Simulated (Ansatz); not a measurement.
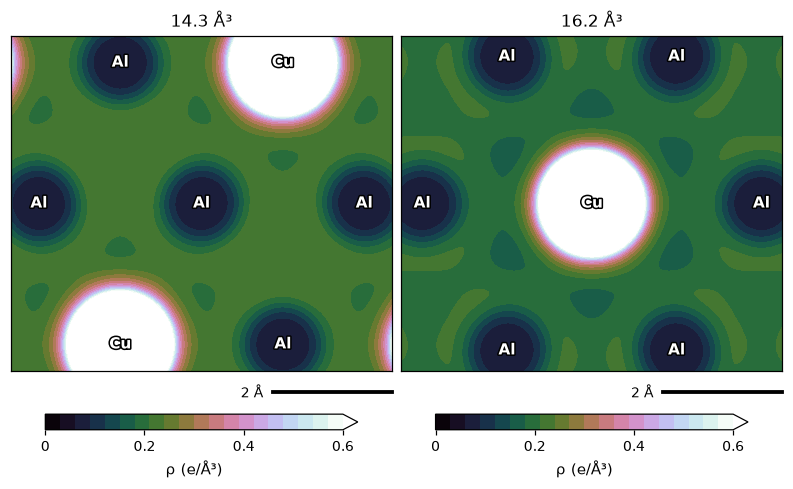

Al$_{3}$Cu. The valence pseudo-density of cells scaled evenly to different volumes (given per atom above each panel), on the (111) plane of each (indices in the axes of the cell below), at one length scale and on one colour scale.

A structure from a database of computed crystals, not necessarily the ambient phase; computed without spin polarisation.

Method: Ansatz, DFT PBEsol, scalar-relativistic, plane waves, PAW.

Core electrons are frozen (PAW), and the valence fields are smoothed inside the atomic spheres.

The largest cell:

```yaml
crystal:
  lattice:
    - [4.01800, 0.00000, 0.00000]
    - [0.00000, 4.01800, 0.00000]
    - [0.00000, 0.00000, 4.01800]
  atoms:
    - { symbol: Al, position: [0.00000, 0.50000, 0.50000] }
    - { symbol: Al, position: [0.50000, 0.00000, 0.50000] }
    - { symbol: Al, position: [0.50000, 0.50000, 0.00000] }
    - { symbol: Cu, position: [0.00000, 0.00000, 0.00000] }
```

| volume (Å³/atom) | Al–Cu contact in the plane (Å) | ρ at its midpoint (e/Å³) | pressure (GPa) | 
| --- | --- | --- | --- |
| 14.30 | 2.725 | 0.231 | 3.3 | 
| 15.18 | 2.780 | ? | ? | 
| 16.22 | 2.841 | 0.194 | −7.8 | 

> Estimate the missing row, and compare with the calculation.

Over the known rows ln ρ falls by 1.50 per Å of Al–Cu distance (the line through the two), which gives 0.213 e/Å³ at 2.780 Å; the calculation gives 0.213 e/Å³. For the pressure, a straight line in volume between the neighbouring rows gives −1.8 GPa; the calculation gives −2.8, lower because pressure rises ever faster on compression.
